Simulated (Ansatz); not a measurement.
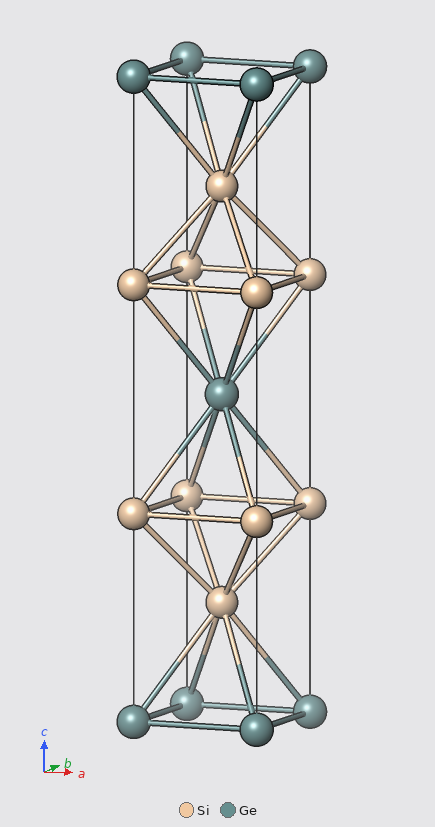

Shown here is a ball-and-stick view of the crystal, taken slightly off an axis. The parallelepiped is the conventional unit cell. Cell: a = 2.73 Å, b = 2.73 Å, c = 13.28 Å, α = 90.00°, β = 90.00°, γ = 90.00°.

It derives from a structure type filled with these elements by a generator (whether the compound takes this form wasn't checked). Earlier steps of the study may have refined or changed the cell and positions. A calculation with Ansatz used it as input.

Question: State composition, symmetry and coordination.

Answer: The solid is Si$_{2}$Ge. It is body-centred tetragonal, space group I4/mmm (No. 139). It has 6 atoms to the cell (4 Si, 2 Ge). Around each Si lie eight Si and four Ge (about 2.7 Å to Si, 3.0 Å to Ge). Each Ge has eight Si and four Ge (about 3.0 Å to Si, 2.7 Å to Ge). The bonds build a three-dimensional framework.

Method used: Ansatz, DFT PBE, scalar-relativistic, plane waves, PAW. It ran with 420 eV cutoff, k-points about 0.15 Å⁻¹ apart, Gaussian smearing of 0.1 eV, no spin polarisation.

Question: Is the electronic structure metallic or gapped?

Answer: A metal: bands cross the Fermi level.

Question: List the Bader charges.

Answer: Si -0.03 e; Ge +0.07 e.

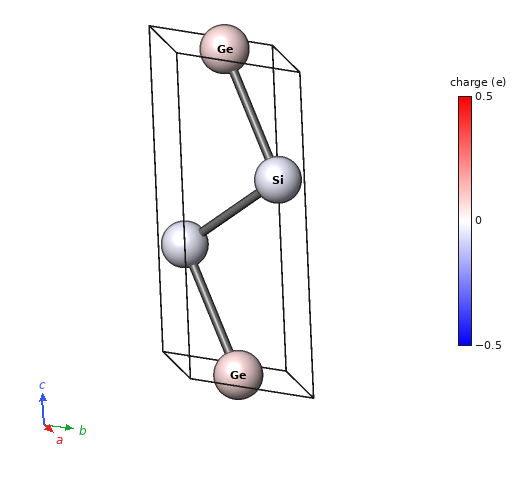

The atoms coloured by those charges. The run's cell of 3 atoms is drawn in a reduced setting, so axes and origin can differ from the first picture.

Question: Are forces and stress small enough to call this relaxed?

Answer: Yes. All forces vanish to within 0.01 eV/Å. The pressure is 0.0 GPa, close to zero.
